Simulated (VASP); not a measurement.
PbSe (space group Fm-3m, No. 225): the geometry relaxed with VASP Kohn-Sham DFT of a periodic cell, r2SCAN50, VASP PAW PBE potentials, recommended (VASP).

```yaml
crystal:
  lattice:
    - [6.13598, 0.00000, 0.00000]
    - [0.00000, 6.13598, 0.00000]
    - [0.00000, 0.00000, 6.13598]
  atoms:
    - { symbol: Pb, position: [0.00000, 0.00000, 0.00000] }
    - { symbol: Se, position: [0.50000, 0.00000, 0.00000] }
    - { symbol: Pb, position: [0.00000, 0.50000, 0.50000] }
    - { symbol: Se, position: [0.50000, 0.50000, 0.50000] }
    - { symbol: Pb, position: [0.50000, 0.00000, 0.50000] }
    - { symbol: Se, position: [0.00000, 0.00000, 0.50000] }
    - { symbol: Pb, position: [0.50000, 0.50000, 0.00000] }
    - { symbol: Se, position: [0.00000, 0.50000, 0.00000] }
```

Bonds are taken as Pb–Se below 3.5 Å. The graph is simplified in the usual way: terminal and isolated atoms are pruned, two-connected atoms become edges.

Derive the underlying net.

The result is a uninodal 6-connected, three-periodic net: Pb and Se are 6-connected nodes. It is the pcu net, known from NaCl, ReO3 and the B-X framework of perovskite. It is a single net, without interpenetration.

| node | links | point symbol | coordination sequence |
| --- | --- | --- | --- |
| Pb and Se | 6 | 4¹²·6³ | 6 18 38 66 |

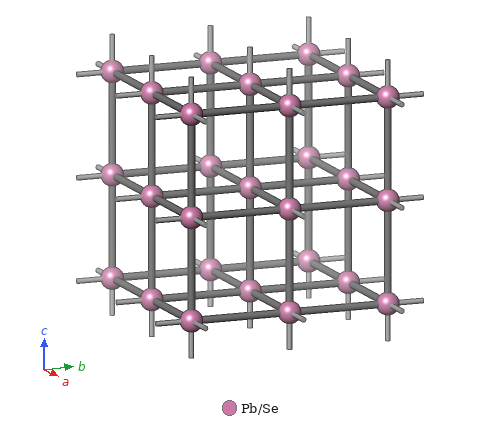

Nodes are coloured by topological kind. Short stubs are edges that leave the cut-out.
